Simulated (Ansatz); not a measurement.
TiSi$_{2}$: geometry relaxation (part 1 of 2)

System: TiSi$_{2}$ (Cmcm, 6 atoms in the cell).
Method: DFT PBE, scalar-relativistic, plane waves, PAW, no spin polarisation (Ansatz 0.2.0).

The structure was made by a generator, so it may or may not be a known phase. Figures and captions count atoms from 1; the log counts them from 0 in places.

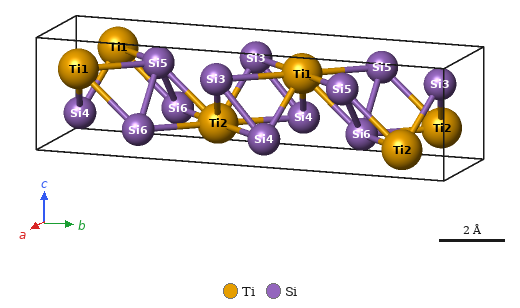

**Figure 1.** The structure as given in the input (ball-and-stick view of the cell 2 times as large as that of the calculation, set on its symmetry axes, seen slightly off an axis; atoms are numbered from 1 in the order of the input). An atom can appear more than once, as a periodic image. Near neighbours in the periodic cell (some may lie outside the picture): Ti has 10 Si at 2.58 to 2.81 Å; Si has 2 Si at 2.38 Å and 6 Ti at 2.58 to 2.81 Å; Si has 4 Si at 2.51 Å and 4 Ti at 2.66 to 2.67 Å.

### Key numbers

- outcome: converged
- space group (tolerance 0.01 Å): Cmcm (63)
- electrons treated: 40
- free energy: −7545.9701 eV
- Fermi energy: 12.789 eV
- gap on the k-point mesh: none (metallic)
- pressure: 0.00 GPa
- final volume: 86.08 Å³
- largest force (length of the vector) at the end: 0.001 eV/Å
- final cell: a = 7.007 Å, b = 7.007 Å, c = 3.579 Å, α = 90.00°, β = 90.00°, γ = 150.67°
- hardware: 1 thread of Arm Neoverse V1, 24 GiB of memory available, shared host
- wall time: 3.1 min
- peak memory: 0.72 GiB

### The input
```yaml
crystal:
  lattice:
    - [1.76510501, -6.75928164, 0.0]
    - [1.76510501, 6.75928164, 0.0]
    - [0.0, 0.0, 3.56517386]
  atoms:
    - { symbol: Ti, position: [0.89688193, 0.10311807, 0.75] }
    - { symbol: Ti, position: [0.10311807, 0.89688193, 0.25] }
    - { symbol: Si, position: [0.55825144, 0.44174856, 0.75] }
    - { symbol: Si, position: [0.44174856, 0.55825144, 0.25] }
    - { symbol: Si, position: [0.24968518, 0.75031482, 0.75] }
    - { symbol: Si, position: [0.75031482, 0.24968518, 0.25] }
basis:
  ecutwfc: 420
kpoints:
  mp_grid: { grid: [12, 12, 10] }
hamiltonian:
  xc: pbe
scf:
  occupations: { method: gaussian, width: 0.1 }
output:
  forces: true
  stress: true
  eigenvalues: true
relax:
  adjacent_minimum: "off"
  f_tol: 0.01
  max_steps: 80
  cell: { stress_tol: 0.05 }
```

Launch command:
```bash
ansatz run input.yaml --threads 1 --pin off --max-ram 2560MiB --backend cpu --events-out ev --progress --plain --runs-dir out
```

### Output
```
Engine: ansatz 0.2.0, aarch64-unknown-linux-gnu
Pseudopotentials: kind: paw
Pseudopotential: Ti, paw, valence charge 12, recommended cutoff 420 eV (normal), Ti.paw.azcp
Pseudopotential: Si, paw, valence charge 4, recommended cutoff 420 eV (normal), Si.paw.azcp
Functional definition: PBE
  parameter kappa = 0.804
  parameter beta = 0.06672455060314922
  exchange = pbe_x(kappa = kappa, mu = beta*pi^2/3)
  correlation = pbe_c(beta = beta)
Crystal: 6 atoms, lattice volume = 85.071 Å³
Basis set: ecut = 420 eV, 1669 PW (Γ), exchange–correlation on 96×96×48 points (8 copies of the dense FFT grid, shifted against one another)
Bands: 26, of which v1, the nominal top of the filled ones, is band 20 counted from 1 (19 counted from 0)
Symmetry: 8 space group operations
Space group: Cmcm (ITA 63), of the structure as read, at distance tolerance 4.4e-5 Å
k-points: 258 of 1440
Non-local potential: Ti, projectors of the file, l = 0: 3, l = 1: 2, l = 2: 3, l = 3: 1
Non-local potential: Si, projectors of the file, l = 0: 2, l = 1: 2, l = 2: 2
PAW form: soft (Blöchl's): semilocal exchange-correlation on the pseudo side does not see the compensation charge
PAW one-centre angular grid: Ti, 590 points (default); XC on 64 Gauss nodes
PAW one-centre angular grid: Si, 110 points (default); XC on 64 Gauss nodes
Initial density: superposition of atomic densities (neutral atoms: chi_scale 0, normalization atom), corrected by the library's trained network
Initial wavefunctions: pseudopotential atomic-orbital guess
Functional: x = pbe(κ = 0.804, μ = 0.2195149727645171), c = pbe(β = 0.06672455060314922)
SCF iter   1: F=—  HF=-7545.967528 eV  |F-HF|=—  |Δ(HF+E_count)|=         —  Δρ=5.91e-3  dr2=4.57e-2  ethr=1.77e-3  ⟨swp⟩=6.0  Hψ=33155  notcnv=0
preconditioner: auto → Kerker (q_TF=auto, 2.406 Å⁻¹)  [metal: Δε(μ)=0.007 eV  Ē_g=6.416 eV  σ=0.100 eV  W_gap=0.04  n_scr=18 (ndim 8)  ℏωp=19.7 eV  f_vac=0.000  D(μ)=1.68/eV (n_scr^D=10)]
SCF iter   2: F=—  HF=-7545.962451 eV  |F-HF|=—  |Δ(HF+E_count)|=   5.08e-3  Δρ=2.39e-3  dr2=7.90e-3  ethr=1.14e-4  ⟨swp⟩=1.3  Hψ=8908  notcnv=0  defer=5
SCF iter   3: F=—  HF=-7545.961830 eV  |F-HF|=—  |Δ(HF+E_count)|=   6.21e-4  Δρ=6.09e-4  dr2=6.56e-4  ethr=1.97e-5  ⟨swp⟩=2.0  Hψ=7318  notcnv=0  defer=5
SCF iter   4: F=—  HF=-7545.961770 eV  |F-HF|=—  |Δ(HF+E_count)|=   5.99e-5  Δρ=1.21e-4  dr2=2.72e-5  ethr=1.64e-6  ⟨swp⟩=2.1  Hψ=7731  notcnv=0  defer=5
SCF iter   5: F=—  HF=-7545.961851 eV  |F-HF|=—  |Δ(HF+E_count)|=   8.18e-5  Δρ=2.67e-5  dr2=9.44e-7  ethr=6.80e-8  ⟨swp⟩=2.0  Hψ=8546  notcnv=0  defer=5
SCF iter   6: F=-7545.961851 eV  HF=-7545.961851 eV  |F-HF|=1.57e-8  |Δ(HF+E_count)|=   2.78e-9  Δρ=5.28e-6  dr2=3.22e-8  ethr=2.50e-10  ⟨swp⟩=8.6  Hψ=29805  notcnv=0
SCF 1 converged in 6 iterations: F = -7545.961851 eV  dr2 = 3.22e-8
  greatest PAW one-centre occupation: 0.999 electrons in one spin orbital (limit 2), on the Ti atom at site 1 (counted from 0), in its partial waves of l = 0
relax step   1: F+E_penalty+E_count = -7545.96185138 eV  Δ(F+E_penalty+E_count) = +0.000e0 eV  max|allowed force component| = 1.873e-1 eV/Å  Δτ_max = 0.0000 Å  P = +1.851 GPa  Ω = 85.071 Å³  (6 SCF iters, dr2 threshold 1.00e-7 eV, accepted)
Crystal: 6 atoms, lattice volume = 86.056 Å³
Basis set: ecut = 420 eV, 1685 PW (Γ), exchange–correlation on 96×96×48 points (8 copies of the dense FFT grid, shifted against one another)
Initial density: handed on by an earlier stage of this run
Initial wavefunctions: those handed on with the density
iter 1 solved again at ethr=6.22e-6 eV; its pass at ethr=3.10e-3 eV (dr2=2.49e-3 eV) is discarded
SCF iter   1: F=—  HF=-7545.969299 eV  |F-HF|=—  |Δ(HF+E_count)|=         —  Δρ=7.88e-4  dr2=2.34e-3  ethr=6.22e-6  ⟨swp⟩=2.8  Hψ=34398  notcnv=0
preconditioner: auto → Kerker (q_TF=auto, 2.401 Å⁻¹)  [metal: Δε(μ)=0.005 eV  Ē_g=6.405 eV  σ=0.100 eV  W_gap=0.03  n_scr=18 (ndim 8)  ℏωp=19.6 eV  f_vac=0.000  D(μ)=1.65/eV (n_scr^D=10)]
SCF iter   2: F=—  HF=-7545.969038 eV  |F-HF|=—  |Δ(HF+E_count)|=   2.61e-4  Δρ=4.37e-4  dr2=8.35e-4  ethr=5.84e-6  ⟨swp⟩=1.0  Hψ=6722  notcnv=0
SCF iter   3: F=—  HF=-7545.968872 eV  |F-HF|=—  |Δ(HF+E_count)|=   1.66e-4  Δρ=1.05e-4  dr2=4.05e-5  ethr=2.09e-6  ⟨swp⟩=2.2  Hψ=8688  notcnv=0
SCF iter   4: F=—  HF=-7545.968965 eV  |F-HF|=—  |Δ(HF+E_count)|=   9.32e-5  Δρ=3.93e-5  dr2=1.80e-6  ethr=1.01e-7  ⟨swp⟩=2.0  Hψ=8761  notcnv=0
iter 5 did not close the SCF: its close was put off for the readings that it lacked (scf_convergence_deferred on its scf_iter line)
SCF iter   5: F=-7545.968965 eV  HF=-7545.968965 eV  |F-HF|=1.86e-8  |Δ(HF+E_count)|=   2.42e-7  Δρ=7.28e-6  dr2=4.72e-8  ethr=4.50e-9  ⟨swp⟩=2.1  Hψ=9202  notcnv=0
SCF iter   6: F=-7545.968965 eV  HF=-7545.968965 eV  |F-HF|=4.58e-9  |Δ(HF+E_count)|=   7.79e-9  Δρ=1.83e-6  dr2=5.85e-9  ethr=1.18e-10  ⟨swp⟩=2.0  Hψ=20790  notcnv=0
the search or the solves at the SCF's close seem to have found levels that the self-consistency loop had missed (the run counts 1). By its estimate they hold under 1e-12 electrons; where the run keeps them, the occupations were computed again with them
SCF 2 converged in 6 iterations: F = -7545.968965 eV  dr2 = 5.85e-9
relax step   2: F+E_penalty+E_count = -7545.96896464 eV  Δ(F+E_penalty+E_count) = -7.113e-3 eV  max|allowed force component| = 1.007e-1 eV/Å  Δτ_max = 0.0044 Å  P = +0.195 GPa  Ω = 86.056 Å³  energy of the carried Pulay correction = -1.589e-4 eV  (6 SCF iters, dr2 threshold 6.00e-7 eV, accepted)
Crystal: 6 atoms, lattice volume = 86.098 Å³
iter 1 solved again at ethr=6.09e-7 eV; its pass at ethr=3.10e-3 eV (dr2=2.44e-4 eV) is discarded
SCF iter   1: F=—  HF=-7545.969811 eV  |F-HF|=—  |Δ(HF+E_count)|=         —  Δρ=4.48e-4  dr2=2.73e-4  ethr=6.09e-7  ⟨swp⟩=2.0  Hψ=33538  notcnv=0
preconditioner: auto → Kerker (q_TF=auto, 2.401 Å⁻¹)  [metal: Δε(μ)=0.010 eV  Ē_g=6.393 eV  σ=0.100 eV  W_gap=0.06  n_scr=18 (ndim 8)  ℏωp=19.6 eV  f_vac=0.000  D(μ)=1.66/eV (n_scr^D=10)]
SCF iter   2: F=—  HF=-7545.969874 eV  |F-HF|=—  |Δ(HF+E_count)|=   6.31e-5  Δρ=2.11e-4  dr2=5.78e-5  ethr=6.09e-7  ⟨swp⟩=2.0  Hψ=7855  notcnv=0
SCF iter   3: F=—  HF=-7545.969858 eV  |F-HF|=—  |Δ(HF+E_count)|=   1.52e-5  Δρ=5.72e-5  dr2=4.39e-6  ethr=1.45e-7  ⟨swp⟩=2.1  Hψ=9137  notcnv=0
iter 4 did not close the SCF: its close was put off for the readings that it lacked (scf_convergence_deferred on its scf_iter line)
SCF iter   4: F=-7545.969857 eV  HF=-7545.969857 eV  |F-HF|=8.76e-8  |Δ(HF+E_count)|=   1.05e-6  Δρ=1.17e-5  dr2=1.39e-7  ethr=1.10e-8  ⟨swp⟩=2.0  Hψ=9523  notcnv=0
iter 5 did not close the SCF: its close was put off for the readings that it lacked (scf_convergence_deferred on its scf_iter line)
SCF iter   5: F=-7545.969857 eV  HF=-7545.969857 eV  |F-HF|=9.90e-10  |Δ(HF+E_count)|=   2.31e-8  Δρ=2.43e-6  dr2=3.85e-9  ethr=3.49e-10  ⟨swp⟩=2.4  Hψ=9851  notcnv=0
SCF iter   6: F=-7545.969857 eV  HF=-7545.969857 eV  |F-HF|=7.82e-11  |Δ(HF+E_count)|=  2.83e-10  Δρ=4.53e-7  dr2=1.41e-10  ethr=9.63e-12  ⟨swp⟩=1.0  Hψ=19299  notcnv=0
SCF 3 converged in 6 iterations: F = -7545.969857 eV  dr2 = 1.41e-10
relax step   3: F+E_penalty+E_count = -7545.96985732 eV  Δ(F+E_penalty+E_count) = -8.927e-4 eV  max|allowed force component| = 1.712e-2 eV/Å  Δτ_max = 0.0073 Å  P = -0.025 GPa  Ω = 86.098 Å³  energy of the carried Pulay correction = -1.656e-4 eV  (6 SCF iters, dr2 threshold 6.00e-7 eV, accepted)
Crystal: 6 atoms, lattice volume = 86.089 Å³
iter 1 solved again at ethr=6.56e-8 eV; its pass at ethr=3.10e-3 eV (dr2=2.63e-5 eV) is discarded
SCF iter   1: F=—  HF=-7545.969818 eV  |F-HF|=—  |Δ(HF+E_count)|=         —  Δρ=1.52e-4  dr2=3.10e-5  ethr=6.56e-8  ⟨swp⟩=2.1  Hψ=33558  notcnv=0
preconditioner: auto → Kerker (q_TF=auto, 2.401 Å⁻¹)  [metal: Δε(μ)=0.010 eV  Ē_g=6.396 eV  σ=0.100 eV  W_gap=0.05  n_scr=18 (ndim 8)  ℏωp=19.6 eV  f_vac=0.000  D(μ)=1.65/eV (n_scr^D=10)]
SCF iter   2: F=—  HF=-7545.969921 eV  |F-HF|=—  |Δ(HF+E_count)|=   1.03e-4  Δρ=8.90e-5  dr2=1.15e-5  ethr=6.56e-8  ⟨swp⟩=1.0  Hψ=6710  notcnv=0
SCF iter   3: F=—  HF=-7545.969917 eV  |F-HF|=—  |Δ(HF+E_count)|=   3.52e-6  Δρ=1.18e-5  dr2=2.62e-7  ethr=2.88e-8  ⟨swp⟩=2.0  Hψ=9240  notcnv=0
iter 4 did not close the SCF: its close was put off for the readings that it lacked (scf_convergence_deferred on its scf_iter line)
SCF iter   4: F=-7545.969917 eV  HF=-7545.969917 eV  |F-HF|=8.51e-9  |Δ(HF+E_count)|=   6.79e-8  Δρ=4.42e-6  dr2=1.79e-8  ethr=6.56e-10  ⟨swp⟩=2.0  Hψ=9461  notcnv=0
iter 5 did not close the SCF: its close was put off for the readings that it lacked (scf_convergence_deferred on its scf_iter line)
SCF iter   5: F=-7545.969917 eV  HF=-7545.969917 eV  |F-HF|=1.21e-9  |Δ(HF+E_count)|=   2.07e-9  Δρ=1.45e-6  dr2=1.87e-9  ethr=4.46e-11  ⟨swp⟩=2.6  Hψ=11007  notcnv=0
SCF iter   6: F=-7545.969917 eV  HF=-7545.969917 eV  |F-HF|=1.46e-11  |Δ(HF+E_count)|=  2.58e-10  Δρ=2.18e-7  dr2=3.82e-11  ethr=4.67e-12  ⟨swp⟩=1.1  Hψ=19180  notcnv=0
SCF 4 converged in 6 iterations: F = -7545.969917 eV  dr2 = 3.82e-11
relax step   4: F+E_penalty+E_count = -7545.96991737 eV  Δ(F+E_penalty+E_count) = -6.005e-5 eV  max|allowed force component| = 1.158e-3 eV/Å  Δτ_max = 0.0019 Å  P = -0.016 GPa  Ω = 86.089 Å³  energy of the carried Pulay correction = -1.643e-4 eV  (6 SCF iters, dr2 threshold 5.96e-8 eV, accepted)
Crystal: 6 atoms, lattice volume = 86.083 Å³
iter 1 solved again at ethr=5.67e-9 eV; its pass at ethr=3.10e-3 eV (dr2=2.27e-6 eV) is discarded
SCF iter   1: F=—  HF=-7545.969819 eV  |F-HF|=—  |Δ(HF+E_count)|=         —  Δρ=4.55e-5  dr2=2.77e-6  ethr=5.67e-9  ⟨swp⟩=2.3  Hψ=33625  notcnv=0
preconditioner: auto → Kerker (q_TF=auto, 2.401 Å⁻¹)  [metal: Δε(μ)=0.010 eV  Ē_g=6.397 eV  σ=0.100 eV  W_gap=0.06  n_scr=18 (ndim 8)  ℏωp=19.6 eV  f_vac=0.000  D(μ)=1.65/eV (n_scr^D=10)]
SCF iter   2: F=—  HF=-7545.969927 eV  |F-HF|=—  |Δ(HF+E_count)|=   1.08e-4  Δρ=2.73e-5  dr2=1.13e-6  ethr=5.67e-9  ⟨swp⟩=2.1  Hψ=9728  notcnv=0
iter 3 did not close the SCF: its close was put off for the readings that it lacked (scf_convergence_deferred on its scf_iter line)
SCF iter   3: F=-7545.969927 eV  HF=-7545.969927 eV  |F-HF|=5.38e-9  |Δ(HF+E_count)|=   3.46e-7  Δρ=3.45e-6  dr2=9.90e-9  ethr=2.83e-9  ⟨swp⟩=2.0  Hψ=9677  notcnv=0
iter 4 did not close the SCF: its close was put off for the readings that it lacked (scf_convergence_deferred on its scf_iter line)
SCF iter   4: F=-7545.969927 eV  HF=-7545.969927 eV  |F-HF|=7.86e-10  |Δ(HF+E_count)|=  8.83e-10  Δρ=1.28e-6  dr2=1.59e-9  ethr=2.47e-11  ⟨swp⟩=2.4  Hψ=10053  notcnv=0
iter 5 did not close the SCF: its close was put off for the readings that it lacked (scf_convergence_deferred on its scf_iter line)
SCF iter   5: F=-7545.969927 eV  HF=-7545.969927 eV  |F-HF|=7.46e-11  |Δ(HF+E_count)|=  1.06e-10  Δρ=3.84e-7  dr2=1.33e-10  ethr=3.98e-12  ⟨swp⟩=2.8  Hψ=10760  notcnv=0
SCF iter   6: F=-7545.969927 eV  HF=-7545.969927 eV  |F-HF|=1.82e-12  |Δ(HF+E_count)|=  2.55e-11  Δρ=7.62e-8  dr2=6.23e-12  ethr=1.00e-12  ⟨swp⟩=1.4  Hψ=17623  notcnv=0
SCF 5 converged in 6 iterations: F = -7545.969927 eV  dr2 = 6.23e-12
relax step   5: F+E_penalty+E_count = -7545.96992681 eV  Δ(F+E_penalty+E_count) = -9.436e-6 eV  max|allowed force component| = 5.200e-4 eV/Å  Δτ_max = 0.0003 Å  P = -0.001 GPa  Ω = 86.083 Å³  energy of the carried Pulay correction = -1.632e-4 eV  (6 SCF iters, dr2 threshold 1.22e-8 eV, accepted)
Initial wavefunctions: pseudopotential atomic-orbital guess (no wavefunctions were taken with the density)
iter 1 solved again at ethr=5.36e-8 eV; its pass at ethr=3.10e-3 eV (dr2=2.14e-5 eV) is discarded
```
